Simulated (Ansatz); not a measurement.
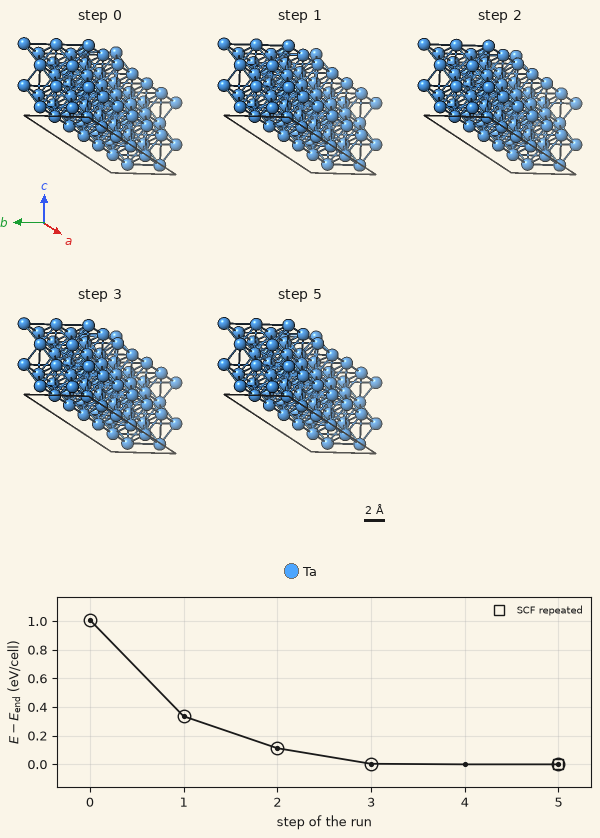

Frames of a constrained relaxation of a slab of composition Ta (cut from the Im-3m phase), marked on the history of the run. The picture is a ball-and-stick view of the 1 × 2 repeat of the cell, outlined in the plane, without the vacuum (origin shifted), seen from a free direction.

Case: stripe over 2 of 6 cells, two steps. 12 atoms are held fixed.

The calculation used DFT PBE, scalar-relativistic, plane waves, PAW (Ansatz). Settings: plane-wave cutoff 420 eV; k-point mesh 3 × 14 × 1; occupations gaussian; smearing width 0.1 eV; no spin polarisation; dipole correction; atoms relaxed in a fixed cell; force threshold 0.02 eV/Å; at most 45 steps.

Q: Describe the path.

A: The atom that moves furthest is a Ta atom (0.59 Å along the normal (−c)). The cell doesn't change. Near-neighbour distances that change, for instance: Ta–Ta 3.319 → 3.000 Å, Ta–Ta 2.874 → 2.578 Å, Ta–Ta 3.319 → 3.199 Å, Ta–Ta 3.319 → 3.430 Å. Bond angles that change, for instance: Ta–Ta–Ta 90.0° → 107.3°, Ta–Ta–Ta 70.5° → 80.1°, Ta–Ta–Ta 125.3° → 130.1°. The energy falls by 1.009 eV per cell of the calculation in 4 accepted moves (5 points after the start). The largest force component goes from 3.2 to 0.018 eV/Å. 1 step only repeated the SCF at the same geometry. Cost: 10 min on 4 threads of Intel(R) Xeon(R) Platinum 8375C CPU @ 2.90GHz (Ice Lake) (shared host), peak memory 5.3 GiB. From step 0 to 1: a Ta atom moves most (0.19 Å), energy −0.673 eV per cell of the calculation. From step 1 to 2: a Ta atom moves most (0.19 Å), energy −0.223 eV per cell of the calculation. From step 2 to 3: a Ta atom moves most (0.19 Å), energy −0.109 eV per cell of the calculation. From step 3 to 5: a Ta atom moves most (0.03 Å), energy −4.0 meV per cell of the calculation.
